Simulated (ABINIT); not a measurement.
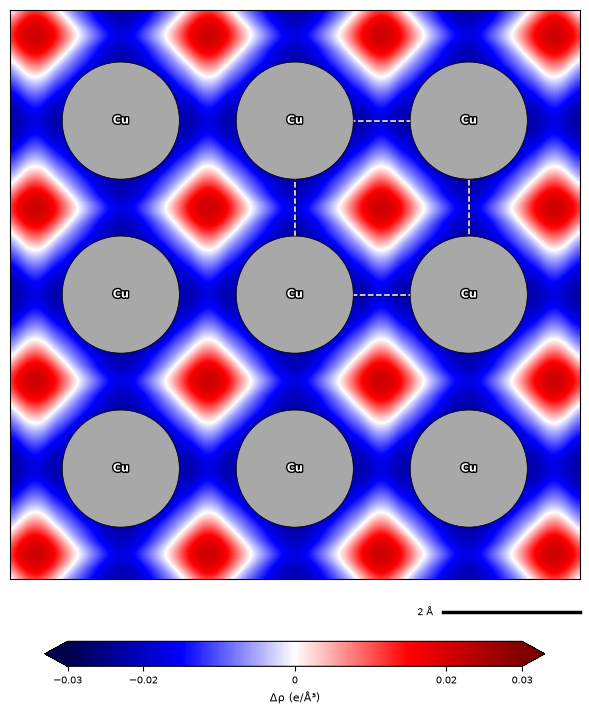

Cu. Difference of the valence pseudo-densities of two functionals at the same geometry, on the (101) plane of the calculation cell: HCTH407 less AM05.

Both computed with ABINIT (plane waves, pseudopotentials), on the same k-point mesh. Grey discs cover the atomic cores.

### What does the difference map show?

Against AM05, HCTH407 gives less density around Cu (−0.017 e/Å³ on average at 1.0 Å from the nucleus), more density in the space between the atoms (+0.014 e/Å³ on average) and a change of −0.018 e/Å³ at the midpoint of Cu–Cu.
